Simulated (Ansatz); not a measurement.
Single-point calculation, with input and output: Hf$_{8}$H$_{2}$O$_{17}$ (part 2 of 2)

Hf$_{8}$H$_{2}$O$_{17}$ (slab, 27 atoms in the cell); DFT PBE+D3(BJ), scalar-relativistic, plane waves, PAW, no spin polarisation (Ansatz 0.2.0); cutoff 420 eV, 2×3×1 k-mesh, Gaussian smearing of 0.05 eV. The structure derives from a Materials Project entry. It belongs to a series of runs on one base structure; here: the whole at its places in the relaxed adsorbed structure.

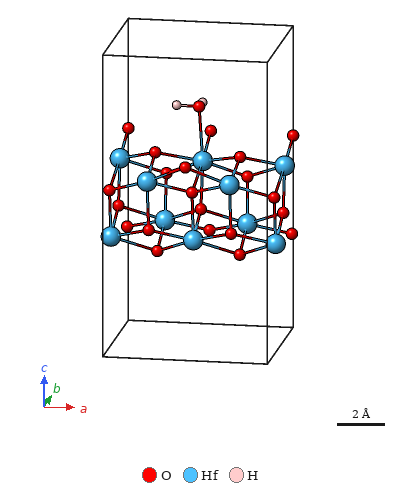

The structure as given in the input (ball-and-stick view of the cell of the calculation, with the vacuum cut short, seen slightly off an axis). An atom can appear more than once, as a periodic image.

### The program's output, continued
```
  k-point 0: bands = ["-61.8270", "-61.8021", "-61.7969", "-61.7891", "-61.7348", "-61.4419", "-61.2484", "-61.2337", "-30.7412", "-30.7070", "-30.6894", "-30.6439", "-30.5746", "-30.5617", "-30.5481", "-30.4719", "-30.4629", "-30.4377", "-30.4271", "-30.3911", "-30.3596", "-30.3356", "-30.3112", "-30.2772", "-30.1223", "-30.1022", "-30.0939", "-30.0856", "-30.0558", "-29.9243", "-29.9120", "-29.8372", "-20.5740", "-18.7543", "-18.0367", "-17.8743", "-17.8091", "-17.6042", "-17.5839", "-17.4678",
      "-17.1662", "-16.7862", "-16.7746", "-16.7626", "-16.7455", "-16.3831", "-16.2046", "-15.8710", "-15.7907", "-11.7528", "-11.7487", "-11.7387", "-11.7292", "-11.7260", "-11.7229", "-11.7219", "-11.7200", "-11.7136", "-11.7105", "-11.7087", "-11.7069", "-11.7014", "-11.6949", "-11.6870", "-11.6792", "-11.6777", "-11.6768", "-11.6683", "-11.6644", "-11.6545", "-11.6502", "-11.6468", "-11.6412", "-11.6395", "-11.6373", "-11.6328", "-11.6291", "-11.6212", "-11.6167", "-11.6155",
      "-11.6124", "-11.6092", "-11.5924", "-11.5455", "-11.3508", "-11.3501", "-11.3346", "-11.3215", "-11.3131", "-11.2933", "-11.2716", "-11.1586", "-11.1468", "-11.1396", "-11.1366", "-11.1318", "-11.1257", "-11.1234", "-11.1163", "-11.1040", "-11.1012", "-11.0828", "-11.0686", "-11.0653", "-11.0287", "-8.3507", "-5.9911", "-5.6293", "-5.5553", "-5.4762", "-5.4614", "-5.3554", "-5.2967", "-5.2467", "-4.8957", "-4.8173", "-4.7680", "-4.6540", "-4.5689", "-4.5241",
      "-4.4726", "-4.1637", "-4.0867", "-3.7481", "-3.6468", "-3.4998", "-3.4121", "-3.3230", "-3.0970", "-3.0718", "-2.9156", "-2.7352", "-2.6989", "-2.5628", "-2.4618", "-2.3373", "-2.2584", "-2.2151", "-2.1742", "-2.1276", "-2.1143", "-2.0424", "-1.9333", "-1.9127", "-1.8582", "-1.6900", "-1.6518", "-1.5565", "-1.5345", "-1.4891", "-1.1585", "-1.1122", "-1.0264", "-0.9693", "-0.9038", "-0.5617", "3.2552", "3.5309", "3.6776", "3.7588",
      "3.8324", "3.8638", "3.9233", "4.0335", "4.0560", "4.0948", "4.1597", "4.4325", "4.4698", "4.5923", "4.6288", "4.7195", "4.7666", "4.8018", "4.8601", "5.0260", "5.3620", "5.4283", "5.4888", "5.6084", "5.8029", "6.0599", "6.1352", "6.2918", "6.3282", "6.3483", "6.4005", "6.5880"]
  k-point 1: bands = ["-61.8270", "-61.8021", "-61.7969", "-61.7891", "-61.7348", "-61.4419", "-61.2484", "-61.2337", "-30.7366", "-30.7163", "-30.6999", "-30.6236", "-30.5928", "-30.5616", "-30.5364", "-30.4960", "-30.4495", "-30.4416", "-30.4078", "-30.3811", "-30.3583", "-30.3457", "-30.3105", "-30.2779", "-30.1190", "-30.1045", "-30.0869", "-30.0820", "-30.0591", "-29.9420", "-29.9082", "-29.8382", "-20.5732", "-18.5722", "-18.0731", "-17.9098", "-17.7785", "-17.6318", "-17.6065", "-17.3933",
      "-17.1959", "-16.9102", "-16.8465", "-16.7361", "-16.7163", "-16.3917", "-16.2254", "-15.8617", "-15.8425", "-11.7526", "-11.7488", "-11.7387", "-11.7295", "-11.7259", "-11.7228", "-11.7221", "-11.7200", "-11.7135", "-11.7101", "-11.7085", "-11.7072", "-11.7021", "-11.6950", "-11.6885", "-11.6801", "-11.6773", "-11.6762", "-11.6670", "-11.6637", "-11.6543", "-11.6511", "-11.6468", "-11.6426", "-11.6405", "-11.6374", "-11.6331", "-11.6280", "-11.6188", "-11.6166", "-11.6152",
      "-11.6127", "-11.6067", "-11.5924", "-11.5552", "-11.3516", "-11.3502", "-11.3358", "-11.3215", "-11.3143", "-11.2924", "-11.2756", "-11.1584", "-11.1471", "-11.1407", "-11.1371", "-11.1321", "-11.1265", "-11.1243", "-11.1168", "-11.1048", "-11.1026", "-11.0807", "-11.0688", "-11.0655", "-11.0367", "-8.3478", "-6.0528", "-6.0104", "-5.6853", "-5.4125", "-5.3822", "-5.0376", "-4.9414", "-4.8638", "-4.8167", "-4.7609", "-4.7019", "-4.6368", "-4.5102", "-4.4183",
      "-4.2429", "-4.2097", "-4.1565", "-3.8614", "-3.6921", "-3.5757", "-3.4547", "-3.4054", "-3.3056", "-3.0394", "-2.8924", "-2.7383", "-2.6458", "-2.6199", "-2.5411", "-2.5059", "-2.4065", "-2.3747", "-2.3197", "-2.2398", "-2.0607", "-2.0436", "-1.9898", "-1.8568", "-1.8259", "-1.7094", "-1.6626", "-1.6181", "-1.5273", "-1.4273", "-1.3127", "-1.0214", "-0.9686", "-0.9548", "-0.8665", "-0.5353", "3.4807", "3.6953", "3.7518", "3.7695",
      "3.8228", "3.9403", "3.9635", "4.0964", "4.1393", "4.1625", "4.2205", "4.3688", "4.4578", "4.6007", "4.6215", "4.6708", "4.8030", "4.8294", "4.8456", "4.9315", "5.1912", "5.3488", "5.6071", "5.6303", "6.0315", "6.0887", "6.1219", "6.2477", "6.3899", "6.4608", "6.5404", "6.6595"]
  k-point 2: bands = ["-61.8268", "-61.8017", "-61.7972", "-61.7894", "-61.7348", "-61.4419", "-61.2479", "-61.2341", "-30.7259", "-30.7138", "-30.6344", "-30.6237", "-30.5595", "-30.5393", "-30.5010", "-30.4867", "-30.4501", "-30.4355", "-30.4278", "-30.4135", "-30.4036", "-30.3887", "-30.3270", "-30.2719", "-30.1778", "-30.0941", "-30.0800", "-30.0648", "-29.9786", "-29.9698", "-29.9179", "-29.9078", "-20.5734", "-18.3586", "-18.3344", "-17.8245", "-17.7936", "-17.5870", "-17.5283", "-17.4090",
      "-17.2333", "-16.8566", "-16.8063", "-16.7850", "-16.7728", "-16.4093", "-16.2389", "-15.8474", "-15.8429", "-11.7523", "-11.7484", "-11.7371", "-11.7293", "-11.7257", "-11.7234", "-11.7207", "-11.7181", "-11.7151", "-11.7128", "-11.7070", "-11.7046", "-11.7004", "-11.6939", "-11.6878", "-11.6837", "-11.6776", "-11.6769", "-11.6729", "-11.6698", "-11.6543", "-11.6405", "-11.6400", "-11.6384", "-11.6349", "-11.6337", "-11.6295", "-11.6247", "-11.6224", "-11.6183", "-11.6158",
      "-11.6152", "-11.6058", "-11.6021", "-11.5708", "-11.3516", "-11.3507", "-11.3346", "-11.3227", "-11.3136", "-11.2935", "-11.2744", "-11.1530", "-11.1446", "-11.1417", "-11.1396", "-11.1298", "-11.1262", "-11.1213", "-11.1193", "-11.1018", "-11.0963", "-11.0832", "-11.0747", "-11.0562", "-11.0475", "-8.3496", "-5.7210", "-5.7009", "-5.4479", "-5.4152", "-5.2923", "-5.2787", "-5.2066", "-5.1950", "-4.9423", "-4.7631", "-4.7166", "-4.6154", "-4.5232", "-4.3829",
      "-4.3519", "-4.2141", "-4.1619", "-4.0155", "-3.9911", "-3.7988", "-3.6629", "-3.5012", "-3.4015", "-3.1676", "-2.9388", "-2.8867", "-2.5629", "-2.5312", "-2.3547", "-2.3305", "-2.2745", "-2.2322", "-2.1407", "-2.1144", "-2.0184", "-1.9145", "-1.8661", "-1.8086", "-1.7360", "-1.6834", "-1.6711", "-1.5835", "-1.5422", "-1.5039", "-1.3200", "-1.3060", "-1.0750", "-1.0085", "-0.7844", "-0.7285", "3.5627", "3.5782", "3.7365", "3.8354",
      "3.9702", "3.9874", "4.0479", "4.0668", "4.1069", "4.1480", "4.4366", "4.4833", "4.5037", "4.5721", "4.6469", "4.7483", "4.8146", "4.9136", "4.9865", "5.0594", "5.2863", "5.4291", "5.5790", "5.6383", "6.0490", "6.2643", "6.3160", "6.3582", "6.5456", "6.6591", "6.6923", "6.7342"]
  k-point 3: bands = ["-61.8267", "-61.8017", "-61.7972", "-61.7894", "-61.7348", "-61.4419", "-61.2479", "-61.2341", "-30.7250", "-30.7130", "-30.6374", "-30.6254", "-30.5519", "-30.5388", "-30.5042", "-30.4883", "-30.4500", "-30.4421", "-30.4299", "-30.4117", "-30.3983", "-30.3786", "-30.3372", "-30.2782", "-30.1609", "-30.1031", "-30.0796", "-30.0667", "-29.9743", "-29.9669", "-29.9209", "-29.9122", "-20.5728", "-18.2351", "-18.2184", "-17.8928", "-17.8607", "-17.5900", "-17.5468", "-17.3149",
      "-17.1329", "-16.9258", "-16.8843", "-16.8511", "-16.8165", "-16.4327", "-16.2600", "-15.8762", "-15.8713", "-11.7521", "-11.7486", "-11.7371", "-11.7296", "-11.7257", "-11.7238", "-11.7204", "-11.7182", "-11.7151", "-11.7125", "-11.7069", "-11.7050", "-11.7004", "-11.6940", "-11.6871", "-11.6845", "-11.6779", "-11.6771", "-11.6723", "-11.6695", "-11.6526", "-11.6461", "-11.6416", "-11.6362", "-11.6341", "-11.6326", "-11.6287", "-11.6229", "-11.6206", "-11.6196", "-11.6167",
      "-11.6143", "-11.6068", "-11.6001", "-11.5828", "-11.3522", "-11.3509", "-11.3358", "-11.3230", "-11.3148", "-11.2926", "-11.2769", "-11.1533", "-11.1446", "-11.1424", "-11.1409", "-11.1300", "-11.1269", "-11.1221", "-11.1201", "-11.1026", "-11.0973", "-11.0834", "-11.0758", "-11.0573", "-11.0498", "-8.3488", "-5.5818", "-5.5642", "-5.4125", "-5.3828", "-5.2972", "-5.2794", "-5.0946", "-5.0134", "-4.9489", "-4.8691", "-4.8480", "-4.7429", "-4.6189", "-4.3846",
      "-4.3400", "-4.1512", "-4.0590", "-3.8338", "-3.7913", "-3.6470", "-3.5913", "-3.4558", "-3.3826", "-3.1903", "-3.0682", "-3.0241", "-2.7478", "-2.7168", "-2.6456", "-2.4129", "-2.3394", "-2.2481", "-2.2285", "-2.1752", "-2.0262", "-1.9681", "-1.9532", "-1.9174", "-1.7736", "-1.7561", "-1.6929", "-1.6366", "-1.3958", "-1.3396", "-1.2100", "-1.1882", "-0.9766", "-0.9688", "-0.6466", "-0.6106", "3.5378", "3.5566", "3.7703", "3.9081",
      "4.0383", "4.0660", "4.1144", "4.1431", "4.1841", "4.2007", "4.3675", "4.4180", "4.4605", "4.5136", "4.5909", "4.6867", "4.8616", "4.9184", "4.9308", "5.0576", "5.1980", "5.5309", "5.6168", "5.6627", "6.1770", "6.2068", "6.4603", "6.5294", "6.5975", "6.6286", "6.8194", "6.8773"]
```

### Summary

```csv
quantity,value
outcome,converged
electrons treated,312
free energy,−135489.3182 eV
"work function, top face",4.08 eV
"work function, bottom face",4.42 eV
Fermi energy,1.360 eV
gap on the k-point mesh,3.79 eV
work function (upper face),4.08 eV
largest force (length of the vector),1.804 eV/Å
hardware,"4 threads of Arm Neoverse V2, 24 GiB of memory available, shared host"
wall time,35 s (CPU time 1.8 min)
peak memory,3 GiB
```

### Remarks

Spin–orbit coupling is left out, which matters for Hf.
